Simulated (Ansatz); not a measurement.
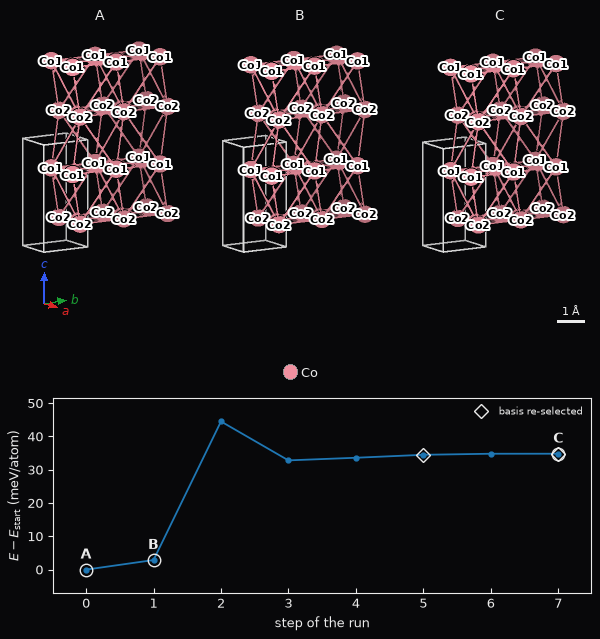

Frames of a relaxation of crystalline Co (set up in P6_3/mmc), marked on the history of the run. Style: ball-and-stick. Shown: the cell of the calculation, repeated 2 × 3 × 2 with one cell outlined, slightly off an axis.

The run lets cell and atoms move.

Theory: Kohn-Sham DFT of a periodic cell, PBEsol, Ansatz PAW (Ansatz 0.2.0).

The input:
```yaml
crystal:
  lattice:
    - [2.4719999032, 0.0, 0.0]
    - [-1.2359999516, 2.1408147143, 0.0]
    - [0.0, 0.0, 4.02114408]
  atoms:
    - { symbol: Co, position: [0.6666666667, 0.3333333333, 0.75], spin: 2.0 }
    - { symbol: Co, position: [0.3333333333, 0.6666666667, 0.25], spin: 2.0 }
hamiltonian:
  xc: pbesol
  pseudopotentials: { kind: paw }
magnetization:
  spin_polarized: true
kpoints:
  mp_grid: { grid: [12, 12, 7] }
scf:
  occupations: { method: fermi_dirac, width: 0.05 }
output:
  forces: true
  stress: true
  eigenvalues: true
relax:
  f_tol: 0.01
  max_steps: 40
  cell: { stress_tol: 0.05, p_target: 20.0 }
```

Launched with:
```bash
ansatz run input.yaml --threads 2 --pin off --max-ram 5632MiB --backend cpu --events-out ev --progress --plain --runs-dir out
```

**Describe the path.**

No atom moves by more than 0.005 Å relative to the cell. The volume changes by −9.2 %, with a = b 2.472 → 2.400 Å (−2.9 %), c 4.021 → 3.876 Å (−3.6 %). Among the contacts that change: Co1–Co2 2.466 → 2.382 Å, Co1–Co1 2.472 → 2.400 Å. The space group stays P6_3/mmc (No. 194). After 5 accepted moves (7 points after the start) the energy has risen by 34.8 meV per atom. With the target pressure of 20 GPa, the enthalpy E + pV changes by −87.1 meV per atom. All forces vanish by symmetry, so only the cell relaxes. The pressure goes from −5.76 to 20.00 GPa. At 2 points the geometry stayed and the basis and grid were re-selected for the new cell (energy shift of 0.9 meV per atom at most each time). From step 0 to 1: volume −5.8 %, energy +2.9 meV per atom. From step 1 to 7: volume −3.6 %, energy +31.9 meV per atom.

| step | E − E(0), meV/atom | pressure, GPa | volume, Å³/atom | note |
| --- | --- | --- | --- | --- |
| 0 | 0.00 | -5.76 | 10.640 |  |
| 1 | 2.88 | 8.65 | 10.022 |  |
| 2 | 44.52 | 23.01 | 9.584 |  |
| 3 | 32.82 | 19.77 | 9.672 |  |
| 4 | 33.61 | 20.00 | 9.666 |  |
| 5 | 34.50 | 19.91 | 9.666 | same geometry, new basis |
| 6 | 34.82 | 20.00 | 9.663 |  |
| 7 | 34.82 | 20.00 | 9.663 | same geometry, new basis |
